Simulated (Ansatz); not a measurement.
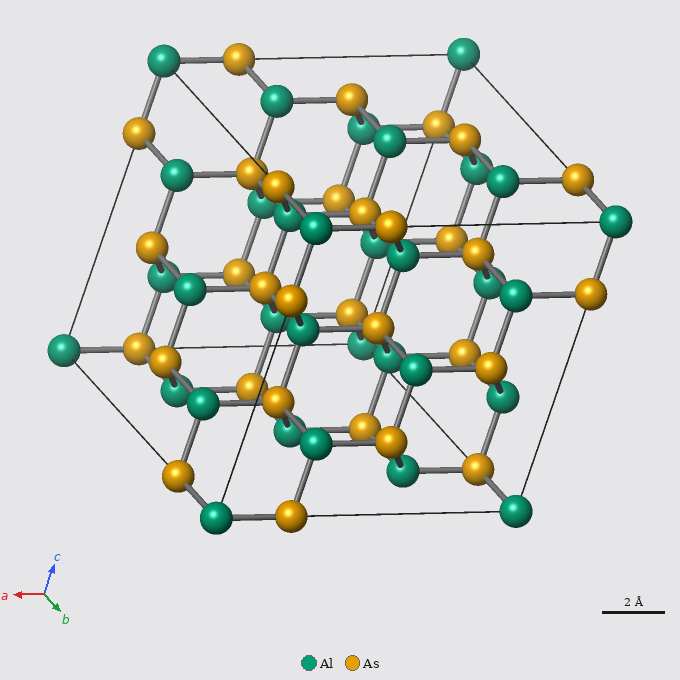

**Figure 1.** The structure (ball-and-stick view of the cell of the calculation, seen at an oblique angle). An atom can appear more than once, as a periodic image.

# Single-point calculation of AlAs (part 1 of 2)

- system: AlAs (32 atoms in the cell)
- method: DFT PBE, scalar-relativistic, plane waves, PAW, no spin polarisation (Ansatz 0.2.0)

The structure derives from a Materials Project entry. It belongs to a series of runs on one base structure; here: the perfect crystal in a cell of 32 atoms.

## Log
```
Engine: ansatz 0.2.0, aarch64-unknown-linux-gnu
Pseudopotentials: kind: paw
Pseudopotential: Al, paw, valence charge 3, recommended cutoff 420 eV (normal), Al.paw.azcp
Pseudopotential: As, paw, valence charge 15, recommended cutoff 420 eV (normal), As.paw.azcp
Functional definition: PBE
  parameter kappa = 0.804
  parameter beta = 0.06672455060314922
  exchange = pbe_x(kappa = kappa, mu = beta*pi^2/3)
  correlation = pbe_c(beta = beta)
Crystal: 32 atoms, lattice volume = 751.708 Å³
Basis set: ecut = 420 eV, 14771 PW (Γ), exchange–correlation on 144×144×144 points (8 copies of the dense FFT grid, shifted against one another)
Bands: 176, of which v1, the nominal top of the filled ones, is band 144 counted from 1 (143 counted from 0)
Symmetry: 384 space group operations
Space group: F-43m (ITA 216), of the structure as read, at distance tolerance 9.1e-5 Å
k-points: 4 of 27 (time reversal used)
Non-local potential: Al, projectors of the file, l = 0: 2, l = 1: 2, l = 2: 1
Non-local potential: As, projectors of the file, l = 0: 2, l = 1: 2, l = 2: 3, l = 3: 1
PAW form: soft (Blöchl's): semilocal exchange-correlation on the pseudo side does not see the compensation charge
PAW one-centre angular grid: Al, 110 points (default); XC on 64 Gauss nodes
PAW one-centre angular grid: As, 590 points (default); XC on 64 Gauss nodes
Initial density: superposition of atomic densities (neutral atoms: chi_scale 0, normalization atom), corrected by the library's trained network
Initial wavefunctions: pseudopotential atomic-orbital guess
Functional: x = pbe(κ = 0.804, μ = 0.2195149727645171), c = pbe(β = 0.06672455060314922)
SCF iter   1: F=—  HF=-86313.866839 eV  |F-HF|=—  |Δ(HF+E_count)|=         —  Δρ=1.81e-3  dr2=4.72e-2  ethr=1.77e-3  ⟨swp⟩=5.8  Hψ=2643  notcnv=0  defer=26
preconditioner: auto → Resta (q_TF=auto, 2.325 Å⁻¹)  ε∞=4.5  [insulator: Δε(μ)=1.477 eV  Ē_g=8.239 eV  σ=0.010 eV  W_gap=1.00  n_scr=140 (ndim 8)  ℏωp=15.3 eV  f_vac=0.008  D(μ)=0.00/eV (n_scr^D=0)  ε∞_Penn≈4.5]
SCF iter   2: F=—  HF=-86313.853754 eV  |F-HF|=—  |Δ(HF+E_count)|=   1.31e-2  Δρ=9.42e-4  dr2=1.31e-2  ethr=1.64e-5  ⟨swp⟩=2.0  Hψ=901  notcnv=0  defer=105
SCF iter   3: F=—  HF=-86313.851859 eV  |F-HF|=—  |Δ(HF+E_count)|=   1.89e-3  Δρ=2.05e-4  dr2=4.91e-4  ethr=4.55e-6  ⟨swp⟩=2.0  Hψ=876  notcnv=0  defer=65
automatic band count: iteration 3 solves 166 bands in place of 176: the levels show a gap, and the empty bands left out lie too high to hold charge; the band table lists the bands solved (type scf.n_extra_bands for more)
SCF iter   4: F=—  HF=-86313.852281 eV  |F-HF|=—  |Δ(HF+E_count)|=   4.23e-4  Δρ=7.41e-5  dr2=6.99e-5  ethr=1.70e-7  ⟨swp⟩=2.0  Hψ=1175  notcnv=0  defer=65
SCF iter   5: F=—  HF=-86313.852038 eV  |F-HF|=—  |Δ(HF+E_count)|=   2.43e-4  Δρ=3.63e-5  dr2=1.37e-5  ethr=2.43e-8  ⟨swp⟩=2.0  Hψ=1175  notcnv=0  defer=65
SCF iter   6: F=—  HF=-86313.851955 eV  |F-HF|=—  |Δ(HF+E_count)|=   8.36e-5  Δρ=9.88e-6  dr2=7.07e-7  ethr=4.77e-9  ⟨swp⟩=2.8  Hψ=1168  notcnv=0  defer=65
SCF iter   7: F=-86313.851956 eV  HF=-86313.851956 eV  |F-HF|=3.84e-9  |Δ(HF+E_count)|=   1.25e-6  Δρ=1.51e-6  dr2=1.86e-8  ethr=3.47e-11  ⟨swp⟩=9.5  Hψ=2656  notcnv=0
SCF 1 converged in 7 iterations: F = -86313.851956 eV  dr2 = 1.86e-8
  greatest PAW one-centre occupation: 0.999 electrons in one spin orbital (limit 2), on the As atom at site 31 (counted from 0), in its partial waves of l = 2
```

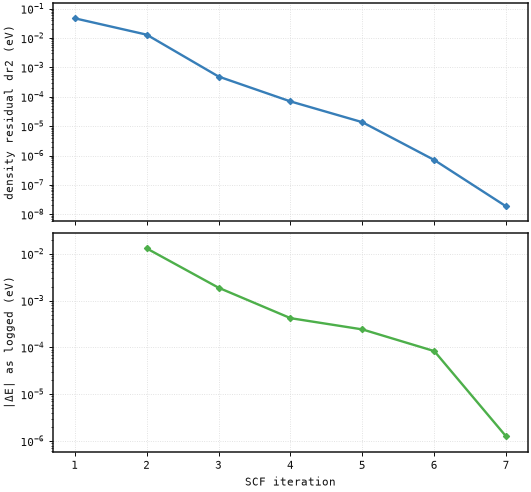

**Figure 2.** Convergence of the self-consistent field: density residual dr2 and size of the energy change against the SCF iteration. The residual falls at every step.

```
SCF converged after 7 iterations
Free energy (F): -86313.851956 eV
Harris-Foulkes:  -86313.851956 eV  (|F-HF|=3.84e-9)
Internal energy: -86313.851956 eV  (E = F + TS)
E sigma→0 (E₀):  -86313.851956 eV
Fermi energy:    6.737491 eV
--- Per-component energies (eV) ---
  E_band       = -4360.765559
  E_kinetic    = 2012.514438
  E_local      = -34252.706061  (includes V_loc(G=0)·N_el)
  E_nonlocal   = -10560.656953
  E_hartree    = 18262.307306
  E_xc         = -1898.261674
  E_vxc        = -1725.410040  (∫ρ·V_xc dr)
  E_paw        = -36848.687785  (= ΣΔE_a)
  E_vpaw       = 3640.855173  (= ΣTr[D̂ρ^β])
  E_aug_tail   = 0.000107  (compensation charges beyond the density's cutoff)
  E_ewald      = -23028.361335
  E_smearing   = -0.000000  (= −TS)
  E_closure    = -0.000000  (closes the sum)
  Σ components = -86313.851956   (vs F -86313.851956, Δ=0.00e0)
--- Forces (eV/Å), atoms counted from 1 ---
  atom   1  Al     0.00000000    -0.00000000     0.00000000
  atom   2  Al     0.00000000    -0.00000000     0.00000000
  atom   3  Al     0.00000000     0.00000000     0.00000000
  atom   4  Al     0.00000000    -0.00000000     0.00000000
  atom   5  Al     0.00000000    -0.00000000    -0.00000000
  atom   6  Al     0.00000000     0.00000000     0.00000000
  atom   7  Al     0.00000000    -0.00000000     0.00000000
  atom   8  Al     0.00000000     0.00000000     0.00000000
  atom   9  Al     0.00000000     0.00000000    -0.00000000
  atom  10  Al     0.00000000    -0.00000000    -0.00000000
  atom  11  Al     0.00000000    -0.00000000    -0.00000000
  atom  12  Al     0.00000000    -0.00000000     0.00000000
  atom  13  Al     0.00000000    -0.00000000    -0.00000000
  atom  14  Al     0.00000000     0.00000000     0.00000000
  atom  15  Al     0.00000000     0.00000000     0.00000000
  atom  16  Al     0.00000000    -0.00000000     0.00000000
  atom  17  As    -0.00000000     0.00000000     0.00000000
  atom  18  As    -0.00000000    -0.00000000     0.00000000
  atom  19  As    -0.00000000    -0.00000000     0.00000000
  atom  20  As    -0.00000000     0.00000000     0.00000000
  atom  21  As    -0.00000000    -0.00000000     0.00000000
  atom  22  As    -0.00000000     0.00000000     0.00000000
  atom  23  As    -0.00000000    -0.00000000     0.00000000
  atom  24  As    -0.00000000    -0.00000000     0.00000000
  atom  25  As    -0.00000000    -0.00000000     0.00000000
  atom  26  As    -0.00000000    -0.00000000     0.00000000
  atom  27  As    -0.00000000     0.00000000     0.00000000
  atom  28  As    -0.00000000    -0.00000000     0.00000000
  atom  29  As    -0.00000000     0.00000000     0.00000000
  atom  30  As    -0.00000000     0.00000000     0.00000000
  atom  31  As    -0.00000000    -0.00000000     0.00000000
  atom  32  As    -0.00000000     0.00000000     0.00000000
  max |Σ_I F_I| component: 1.07e-16 eV/Å
--- Stress (GPa, compression-positive) ---
        0.015359      -0.000000       0.000000
       -0.000000       0.015359       0.000000
        0.000000      -0.000000       0.015359
  P = ⅓ Tr σ = 0.0154 GPa (0.154 kbar)
--- Band table (eV) ---
  k-point 0: bands = ["-28.3872", "-28.3872", "-28.3872", "-28.3865", "-28.3865", "-28.3865", "-28.3862", "-28.3862", "-28.3862", "-28.3862", "-28.3862", "-28.3862", "-28.3862", "-28.3862", "-28.3862", "-28.3862", "-28.3862", "-28.3862", "-28.3858", "-28.3858", "-28.3858", "-28.3858", "-28.3858", "-28.3858", "-28.3858", "-28.3858", "-28.3858", "-28.3858", "-28.3858", "-28.3858", "-28.3857", "-28.3857", "-28.3857", "-28.3857", "-28.3857", "-28.3857", "-28.3857", "-28.3857", "-28.3857", "-28.3857",
      "-28.3857", "-28.3857", "-28.3849", "-28.3849", "-28.3849", "-28.3849", "-28.3849", "-28.3849", "-28.3776", "-28.3776", "-28.3776", "-28.3771", "-28.3771", "-28.3770", "-28.3770", "-28.3770", "-28.3770", "-28.3770", "-28.3770", "-28.3770", "-28.3770", "-28.3770", "-28.3770", "-28.3770", "-28.3770", "-28.3770", "-28.3770", "-28.3770", "-28.3770", "-28.3770", "-28.3770", "-28.3770", "-28.3770", "-28.3770", "-28.3770", "-28.3770", "-28.3770", "-28.3764", "-28.3764", "-28.3764",
      "-5.6843", "-4.4200", "-4.4200", "-4.4200", "-4.4200", "-4.4200", "-4.4200", "-4.4200", "-4.4200", "-4.4200", "-4.4200", "-4.4200", "-4.4200", "-3.8341", "-3.8341", "-3.8341", "0.6870", "0.6870", "0.6870", "1.5326", "1.5326", "1.5326", "1.5326", "1.5326", "1.5326", "1.5326", "1.5326", "1.5326", "1.5326", "1.5326", "1.5326", "3.2339", "3.2339", "3.2339", "3.2339", "3.2339", "3.2339", "3.2339", "3.2339", "3.2339",
      "3.2339", "3.2339", "3.2339", "3.8974", "3.8974", "3.8974", "3.8974", "3.8974", "3.8974", "5.1202", "5.1202", "5.1202", "5.1202", "5.1202", "5.1202", "5.1202", "5.1202", "5.1202", "5.1202", "5.1202", "5.1202", "5.9854", "5.9854", "5.9854", "7.4896", "7.4896", "7.4896", "7.7627", "8.2848", "8.2848", "8.2848", "9.3221", "9.3221", "9.3221", "9.3221", "9.3221", "9.3221", "9.3221", "9.3221", "9.3221",
      "9.3221", "9.3221", "9.3221", "10.2279", "10.2279", "10.2279"]
```
